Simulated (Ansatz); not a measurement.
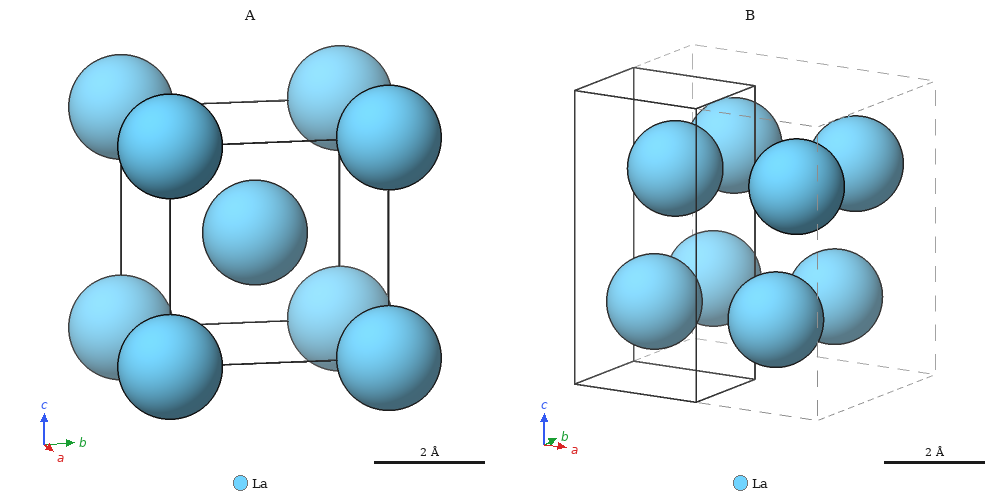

Two structures of La, each relaxed (cell and atoms) at zero pressure; conventional cells in solid outline, small ones repeated, each panel with its own scale. Alike in all runs: Ansatz 0.2.0; functional PBEsol; potentials all-electron LAPW, scalar-relativistic; basis error allowed 0.001 eV/atom; occupations fermi-dirac, width 0.05 eV; no spin polarisation; no spin-orbit coupling. The k meshes have like spacings.

Question: Give the type and space group of each panel.

Answer: A: body-centred cubic (W type), Im-3m; B: hexagonal close-packed (Mg type), P6₃/mmc.

Question: Which of these is lowest in energy, and how far above it do the others lie?

Answer: B, then A (+85 meV/atom), static energies at zero smearing.

Question: Collect the results in a table.

Answer:
| panel | space group | E − E(lowest) (meV/atom) | volume (Å³/atom) |
| --- | --- | --- | --- |
| B | P6₃/mmc | 0 | 34.8 |
| A | Im-3m | 85 | 34.5 |

The starts are database entries or structure types tried for this composition, and the most stable form need not be among them.
